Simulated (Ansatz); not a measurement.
Cell and atoms:

```cif
data_structure
_symmetry_space_group_name_H-M 'P -3 m 1'
_symmetry_Int_Tables_number 164
_cell_length_a 3.1493
_cell_length_b 3.1493
_cell_length_c 12.0939
_cell_angle_alpha 90.000
_cell_angle_beta 90.000
_cell_angle_gamma 120.000
_cell_volume 103.88
loop_
_atom_site_label
_atom_site_type_symbol
_atom_site_symmetry_multiplicity
_atom_site_Wyckoff_symbol
_atom_site_fract_x
_atom_site_fract_y
_atom_site_fract_z
_atom_site_occupancy
Mo1 Mo 2 d 0.66667 0.33333 0.24978 1
S1 S 2 d 0.33333 0.66667 0.37926 1
S2 S 2 d 0.66667 0.33333 0.87969 1
```

**What does this file describe?**

Its composition is MoS$_{2}$. Strictly the space group is P-3m1 (No. 164, within 0.01 Å). It is a distorted form of a primitive hexagonal structure, space group P6_3/mmc (No. 194) within 0.25 Å: 2H molybdenite (MoS₂) type. The cell has 6 atoms, namely 2 Mo, 4 S. About every Mo there are six S in a trigonal prismatic arrangement at 2.40 Å. Each S is bonded to three Mo in a trigonal pyramidal arrangement at 2.40 Å. Not all metal-metal contacts are counted. The bonds build MoS2 layers parallel to (001).

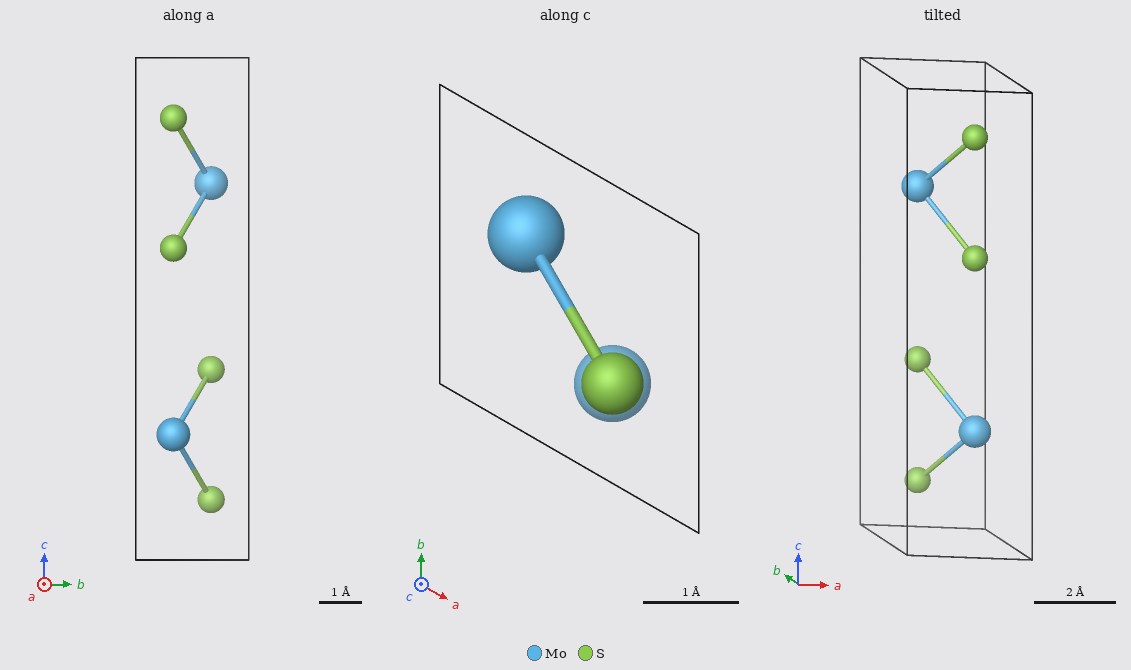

Structure drawing (ball-and-stick), viewed along the a axis, along the c axis and slightly off an axis. The frame is the unit cell; atoms at its boundary are shown with their periodic copies. Colours: molybdenum blue, sulfur green.

The structure was taken from a structure listed in the Materials Project. Earlier steps of the study may have refined or changed the cell and positions. Ansatz was used for an electronic-structure calculation on it.
